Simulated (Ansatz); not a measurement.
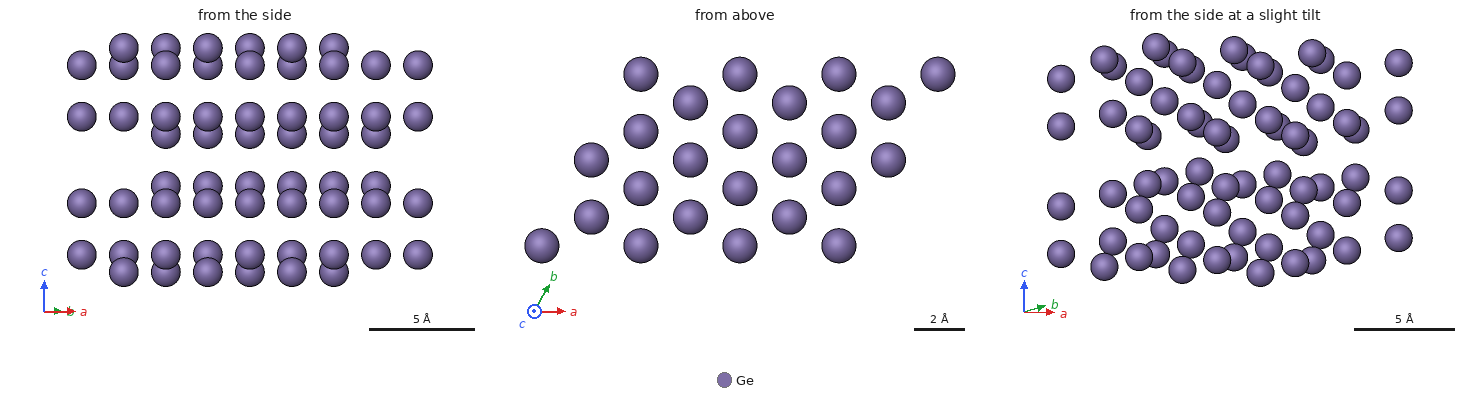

A spheres-only picture of a periodic slab, seen from the side, from above and from the side at a slight tilt. The surface normal points up in side views; the vacuum is left out. 3×2 cells are drawn in the plane, with atoms at the edges repeated.

The cell holds 8 Ge.

**How thick is it?**

About 11 Å from the lowest to the highest atom.

**Count the planes and say what each contains, starting at the top.**

Eight planes: Ge / Ge / Ge / Ge / Ge / Ge / Ge / Ge.

The model was built from a structure listed in the Materials Project. The cell was then strained or its atoms displaced on purpose. A calculation with Ansatz used it as input.
